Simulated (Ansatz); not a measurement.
System: diamond-type Si, space group Fd-3m, 2 atoms in the primitive cell. The cell is scaled uniformly. Method: r2SCAN with D4 dispersion, Ansatz PAW, no spin polarisation, no spin-orbit coupling, 8×8×8 k mesh, 500 eV cutoff (Ansatz 0.2.0).

At −0.8 GPa the lowest conduction levels at the points plotted lie 0.92 eV (X), 1.43 eV (K), 1.84 eV (L) and 0.81 eV (the mesh minimum) above the valence top at Γ.

Question: How does each level move from −5.6 GPa to 5.9 GPa?

Answer: X falls by 0.23 eV, K falls by 0.16 eV, L rises by 0.46 eV and the mesh minimum falls by 0.19 eV. Straight lines through the points have slopes of −20 at X, −14 at K, +39 at L and −16 at the mesh minimum (meV per GPa).

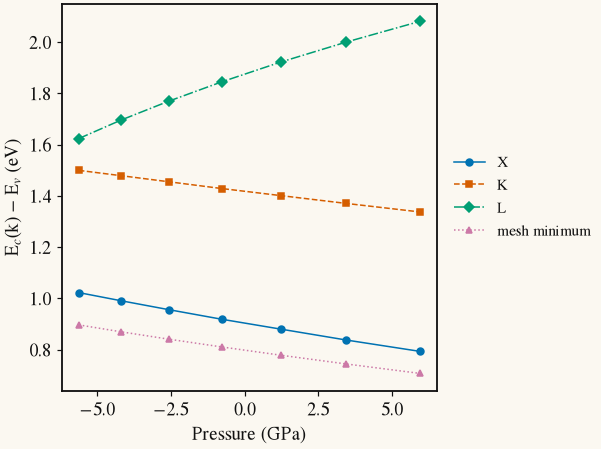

Lowest conduction level at each named k point, counted from the valence-band top at Γ, and the lowest one over the whole k mesh (the mesh minimum, which lies off these points).

| pressure | X (eV) | K (eV) | L (eV) | mesh minimum (eV) | volume (Å³/atom) |
| --- | --- | --- | --- | --- | --- |
| −5.6 GPa | 1.02 | 1.50 | 1.62 | 0.90 | 21.37 |
| −4.2 GPa | 0.99 | 1.48 | 1.70 | 0.87 | 20.97 |
| −2.6 GPa | 0.96 | 1.45 | 1.77 | 0.84 | 20.57 |
| −0.8 GPa | 0.92 | 1.43 | 1.84 | 0.81 | 20.16 |
| 1.2 GPa | 0.88 | 1.40 | 1.92 | 0.78 | 19.76 |
| 3.5 GPa | 0.84 | 1.37 | 2.00 | 0.74 | 19.36 |
| 5.9 GPa | 0.79 | 1.34 | 2.08 | 0.71 | 18.95 |

The PAW data sets were made with another functional. LDA, GGA and most meta-GGA functionals understate gaps.
